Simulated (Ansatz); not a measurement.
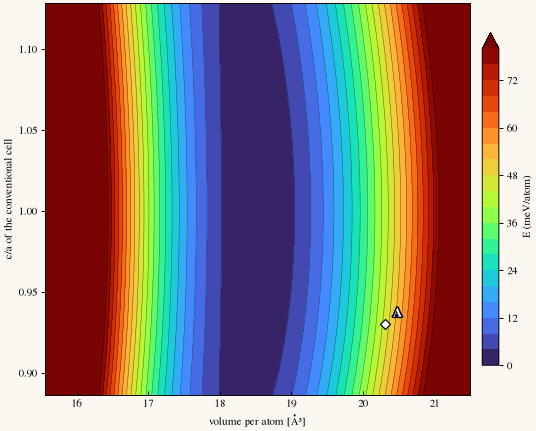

CO2 (Pa-3, No. 205; 12 atoms in the cell). The energy is mapped over volume and the cell's shape. Coordinates scanned: (1) volume per atom; (2) c/a of the conventional cell. Nothing is relaxed (fractional coordinates fixed). The scan uses an 11 × 11 grid. Points are written as (first, second). Energies: meV/atom, counted from the lowest grid point. Method: Ansatz, DFT PBE, scalar-relativistic, plane waves, PAW. Settings: cutoff 520 eV, k-mesh 4×4×4, gaussian smearing 0.05 eV, no spin polarisation.

The picture shows filled contours, one colour for all values above the top of the scale, the point A. Between grid points the surface is interpolated.

Q: Is A at rest? If not, where is it pushed?

A: A, at (20.30 Å³, 0.930), is not a stationary point. The computed force is 45 meV/atom for each Å³ towards smaller values of volume per atom and 105 meV/atom for each unit towards larger values of c/a of the conventional cell.
